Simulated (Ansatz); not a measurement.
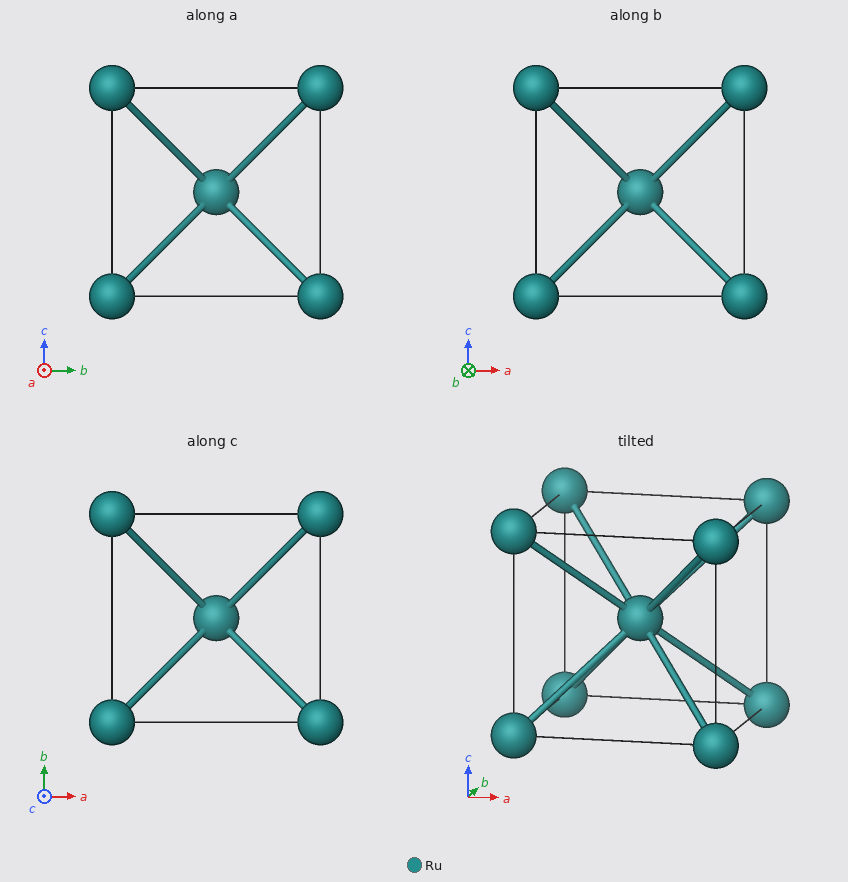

Structure drawing (ball-and-stick), viewed along the a axis, along the b axis, along the c axis and slightly off an axis. The lines enclose the conventional unit cell; boundary atoms appear with their images.

Lattice parameters: a = 3.0184 Å, b = 3.0184 Å, c = 3.0184 Å, α = 90.000°, β = 90.000°, γ = 90.000°.

**Write down what is shown as a CIF with its space group and independent sites.**

```cif
data_structure
_symmetry_space_group_name_H-M 'I m -3 m'
_symmetry_Int_Tables_number 229
_cell_length_a 3.0184
_cell_length_b 3.0184
_cell_length_c 3.0184
_cell_angle_alpha 90.000
_cell_angle_beta 90.000
_cell_angle_gamma 90.000
_cell_volume 27.50
loop_
_atom_site_label
_atom_site_type_symbol
_atom_site_symmetry_multiplicity
_atom_site_Wyckoff_symbol
_atom_site_fract_x
_atom_site_fract_y
_atom_site_fract_z
_atom_site_occupancy
Ru1 Ru 2 a 0.0000 0.0000 0.0000 1
```

It derives from a structure type filled with this element by a generator (whether the element takes this form wasn't checked). A relaxation with Ansatz, DFT PBEsol, scalar-relativistic, plane waves, PAW gave the geometry drawn.
